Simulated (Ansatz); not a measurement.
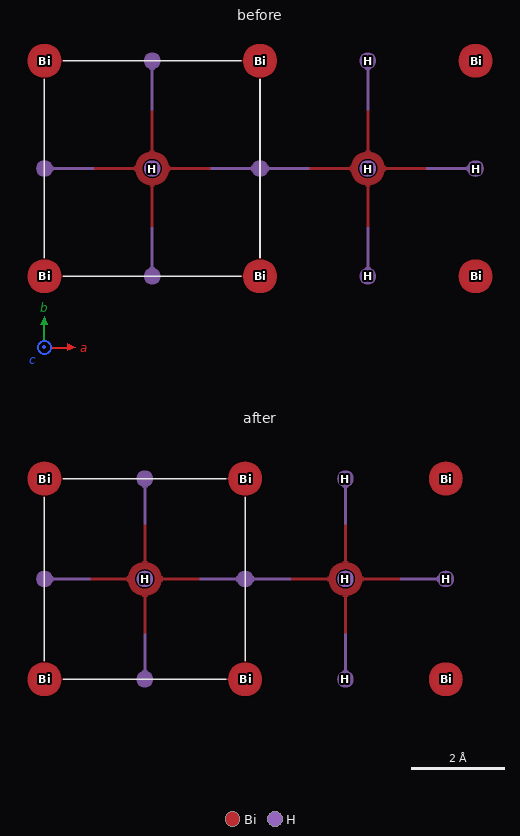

The structure of a crystal of Bi$_{2}$H$_{3}$ (a generated structure, set up in Pm-3m) (coarse preliminary run) before (top) and after (bottom) a relaxation, at one scale.

The picture is a ball-and-stick view of the cell of the calculation, repeated 2 × 1 × 1 with one cell outlined, seen along the c axis.

Method: Ansatz 0.2.0, DFT PBE, scalar-relativistic, plane waves, PAW.

The input:
```yaml
crystal:
  lattice:
    - [4.63642502, 0.0, 0.0]
    - [0.0, 4.63642502, 0.0]
    - [0.0, 0.0, 4.63642502]
  atoms:
    - { symbol: Bi, position: [0.5, 0.5, 0.5] }
    - { symbol: Bi, position: [0.0, 0.0, 0.0] }
    - { symbol: H, position: [0.0, 0.5, 0.5] }
    - { symbol: H, position: [0.5, 0.0, 0.5] }
    - { symbol: H, position: [0.5, 0.5, 0.0] }
basis:
  ecutwfc: 420
kpoints:
  mp_grid: { grid: [4, 4, 4] }
hamiltonian:
  xc: pbe
scf:
  occupations: { method: gaussian, width: 0.1 }
  lower_state_search: "off"
output:
  forces: true
  stress: true
  eigenvalues: true
relax:
  adjacent_minimum: "off"
  f_tol: 0.04
  max_steps: 70
  cell: { stress_tol: 0.4 }
```

Launched with:
```bash
ansatz run input.yaml --threads 1 --pin off --max-ram 2048MiB --backend cpu --events-out ev --progress --plain --runs-dir out
```

Q: Describe what moved and what it gained.

A: No atom moves by more than 0.005 Å relative to the cell. Cell: a = b = c 4.636 → 4.317 Å (−6.9 %). Volume −19.3 %. Near-neighbour distances that change, for instance: Bi1–H3 2.318 → 2.158 Å. The space group stays Pm-3m (No. 221). After 3 accepted moves (4 points after the start) the energy has fallen by 101 meV per atom. All forces vanish by symmetry, so only the cell relaxes. Pressure: −6.82 GPa at the start and −0.23 GPa at the end. At 1 point the geometry stayed and the basis and grid were re-selected for the new cell (energy shift of 1.4 meV per atom at most each time). Cost: 7 s on 1 thread of Arm Neoverse V1, with other jobs on the host, peak memory 0.33 GiB.
